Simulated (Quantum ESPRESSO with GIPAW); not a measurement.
# SiO2 (Quartz): how strain moves the 17O line

GIPAW runs (PBEsol, plane-wave PAW from pslibrary 1.0.0 recipes, cutoffs 55 and 330 Ry, one 5×5×4 mesh for all shielding runs; Quantum ESPRESSO with GIPAW, a patched development version; no spin-orbit coupling, no macroscopic shape term) on SiO2 (Quartz), space group P3_121 before straining. The cell below is strained along the z axis of the cell given, with the other two held, and the atoms are relaxed in pw.x at each strain, zero included.

```xyz
9
Lattice="4.9158 0.0000 0.0000 -2.4579 4.2572 0.0000 0.0000 0.0000 5.4091" Properties=species:S:1:pos:R:3 pbc="T T T"
Si    1.1470    1.9867    0.0000
Si   -1.3109    2.2705    3.6061
Si    2.6217    0.0000    1.8030
O     3.5647    1.1615    2.4214
O     2.1276    2.5064    4.2244
O     1.6814    0.5893    0.6184
O    -0.7765    3.6679    2.9877
O     1.1068    3.0957    1.1847
O    -0.3303    1.7508    4.7907
```

The cell is an entry of the Crystallography Open Database.

The bonds are those of O (atom 4; bridging Si-O-Si, 142°). One row is withheld.

| strain (%) | mean bond (Å) | σ_iso Si (ppm) | σ_iso O (ppm) | span O (ppm) |
| --- | --- | --- | --- | --- |
| -1.5 | 1.6208 | 423.67 | 200.16 | 73.3 |
| -1.125 | 1.6209 | ? | ? | ? |
| -0.75 | 1.6209 | 424.50 | 200.88 | 74.3 |
| 0 | 1.6210 | 425.39 | 201.57 | 75.3 |
| +0.75 | 1.6213 | 426.21 | 202.10 | 76.3 |
| +1.5 | 1.6215 | 427.09 | 202.63 | 77.4 |

**Task.** Fit σ_iso of O against strain, judge whether a straight line is enough, and predict the withheld row at -1.125 %.

1. With n = 5: Σx = 0.000, Σy = 1007.34, Σx² = 5.6250, Σxy = 4.620.

2. Slope b = (nΣxy − ΣxΣy)/(nΣx² − (Σx)²) = 0.82 ppm per %, intercept a = (Σy − bΣx)/n = 201.47 ppm.

3. Residuals (run less line), in the order of the table: -0.08, +0.03, +0.10, +0.02, -0.07 ppm. They bend in one sense; the largest is 4.1 % of the range of σ, so a quadratic term is needed: σ = 201.55 + 0.821 x − 0.069 x², with residuals of 0.02 ppm or less.

4. At -1.125 % (inside the fitted range) the line gives 200.54 ppm and the parabola 200.53 ppm.

5. The run gives:

```
strain (%)  mean bond (Å)  σ_iso Si (ppm)  σ_iso O (ppm)  span O (ppm)
    -1.125         1.6209          424.07         200.51          73.8
```

Prediction less run: the line misses by +0.03 ppm, the parabola by +0.02 ppm. By the parabola, a strain of +1 % changes σ of O by +0.75 ppm and one of −1 % by -0.89 ppm; the mean slope is +0.82 ppm per %. The shift moves the opposite way, scaled by the slope of a reference line. Over the table σ of Si goes from 423.67 to 427.09 ppm. Zero strain is the database's lattice with relaxed atoms, not this functional's rest cell, and neither cutoff nor mesh was tested for the slopes. The omitted shape term, common to all sites, changes with strain too. This build of gipaw.x prints that it is not audited and that its numbers are no references by themselves. The relaxations ran on cheaper settings and stop at small residual forces, which adds noise that small residuals can't be told from. 17O is quadrupolar, so a real line also moves with the field gradient, which is not computed here. pw.x warned of eigenvalues not converged in some cycles of these runs, which then met the threshold.

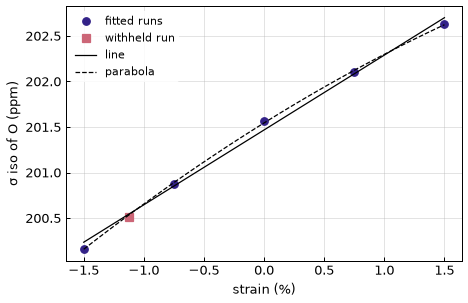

σ_iso of O against strain.

[Banner, clock, file and message-heading lines were taken out of the pw.x and gipaw.x logs.]

[Logs are printed without paths, hosts, clocks, repeated set-up lines and the standing remarks that a program may print on its own settings, such as how far it seeks lower states.]

[Hosts, paths, dates, database ids (printed as entryN), source tags and the programs' standing remarks are cut or masked in the printed files.]
